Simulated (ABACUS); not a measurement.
**Li$_{2}$Se: 7 runs along one coordinate**

System: Li$_{2}$Se (Fm-3m, 3 atoms in the cell).
Method: Kohn-Sham DFT of a periodic cell, PBE, PseudoDojo NC SR 0.4.1 PBE standard, no spin polarisation (ABACUS 3.10.1).

The 7 runs differ only in the geometry, by an even scaling of the cell at fixed fractional positions. The structure derives from an entry of the Crystallography Open Database.

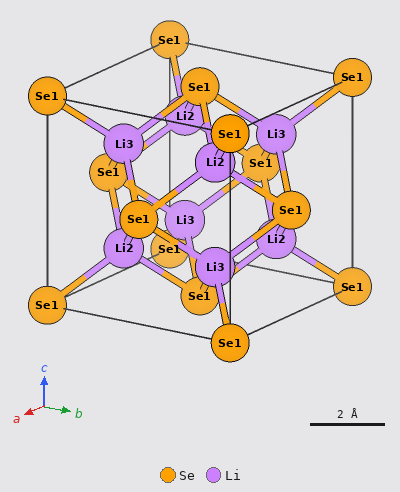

Figure 1. The structure of run 4 (ball-and-stick view of the cell 4 times as large as that of the calculation, set on its symmetry axes, seen at an oblique angle; atoms are numbered from 1 in the order of the input).

## Input of run 4
```
INPUT_PARAMETERS
suffix              Li2Se
calculation         scf
basis_type          pw
pseudo_dir          ./
symmetry            1
dft_functional      pbe
ecutwfc             87
pseudo_rcut         10
nspin               1
nbands              15
ks_solver           dav
smearing_method     fd
smearing_sigma      0.00367493
scf_thr             1e-08
scf_nmax            100
mixing_type         broyden
mixing_beta         0.7
cal_force           1
cal_stress          1
kpar                4
```

## File STRU of run 4
```
ATOMIC_SPECIES
Se 78.9710 Se.upf
Li 6.9400 Li.upf

LATTICE_CONSTANT
1.8897261246

LATTICE_VECTORS
0.0000000000 3.0025000000 3.0025000000
3.0025000000 0.0000000000 3.0025000000
3.0025000000 3.0025000000 0.0000000000

ATOMIC_POSITIONS
Direct

Se
0.0
1
0.0000000000 0.0000000000 0.0000000000 1 1 1

Li
0.0
2
0.7500000000 0.7500000000 0.7500000000 1 1 1
0.2500000000 0.2500000000 0.2500000000 1 1 1
```

## File KPT of run 4
```
K_POINTS
0
Gamma
8 8 8 0 0 0
```

Command:
```bash
OMP_NUM_THREADS=1 mpirun -np 4 abacus > log
```

Run 6 differs from it as follows:
```diff
-0.0000000000 3.0025000000 3.0025000000
-3.0025000000 0.0000000000 3.0025000000
-3.0025000000 3.0025000000 0.0000000000
+0.0000000000 3.0420111100 3.0420111100
+3.0420111100 0.0000000000 3.0420111100
+3.0420111100 3.0420111100 0.0000000000
```

## Results, with one run withheld

```tsv
run	volume per atom (Å³)	free energy per atom, from the lowest run given (meV)	pressure (GPa)	gap on the mesh (eV)
1	16.962	7.85	2.39	2.93
2	17.323	3.43	1.52	2.95
3	17.684	0.88	0.74	2.97
4	18.045	0.00	0.03	2.98
5	18.406	0.65	−0.61	3.00
6	18.767	?	?	?
7	19.128	5.97	−1.73	3.02
```

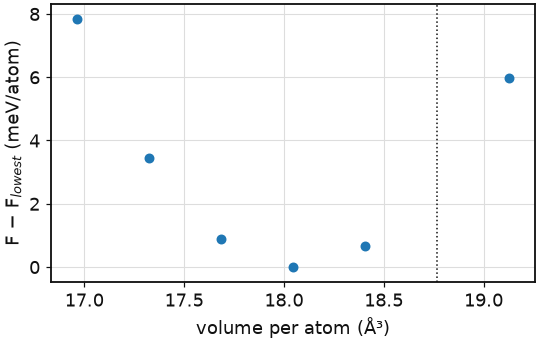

Figure 2. Free energy per atom of the runs given; the dotted line marks run 6.

Estimate the energy of run 6 from the others.

A cubic polynomial in V^(−2/3) (the Birch–Murnaghan form), fitted to the 6 runs given, misses them by under 0.01 meV per atom. With x = V^(−2/3) − 0.14613 Å⁻², it reads F = 0.15758 + 358.86 x + 2.0218e+05 x² − 62010 x³ (meV per atom). At run 6 it gives 2.68 meV per atom, and the run itself gives 2.68. The slope of the fit gives a pressure −dF/dV of −1.19 GPa there, and the run prints −1.20 GPa. The fit has its minimum at 18.066 Å³ per atom, where V d²F/dV² gives 33.6 GPa: the bulk modulus at this level, since symmetry fixes the shape and the positions. The gap on the mesh goes, without turning, from 2.93 eV in run 1 to 3.02 eV in run 7; run 6 has 3.01 eV. These are gaps of this functional on this mesh, which can miss the band edges; they aren't the measured gap.

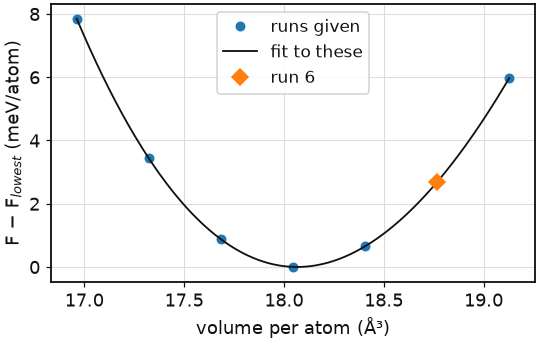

Figure 3. The fit and the withheld run.

## Some lines of the output (run 6)
```
[...]
                             Volume (A^3) = 56.3004
 E_Fermi        0.3555989889         4.8381724522
 E_Fermi        0.3363216943         4.5758914031
 E_Fermi        0.3317315643         4.5134394803
 E_Fermi        0.3446334254         4.6889783063
 E_Fermi        0.3458285413         4.7052386928
 E_Fermi        0.3457285610         4.7038783903
 E_Fermi        0.3457240651         4.7038172206
 E_KS(sigma->0) -271.5687929723      -3694.8829834052
 E_Fermi        0.3457389929         4.7040203246
 final etot is -3694.8829834 eV
 EFERMI = 4.7040203246 eV
 TOTAL-PRESSURE: -11.995878 KBAR
 !FINAL_ETOT_IS -3694.8829834051530270 eV
```
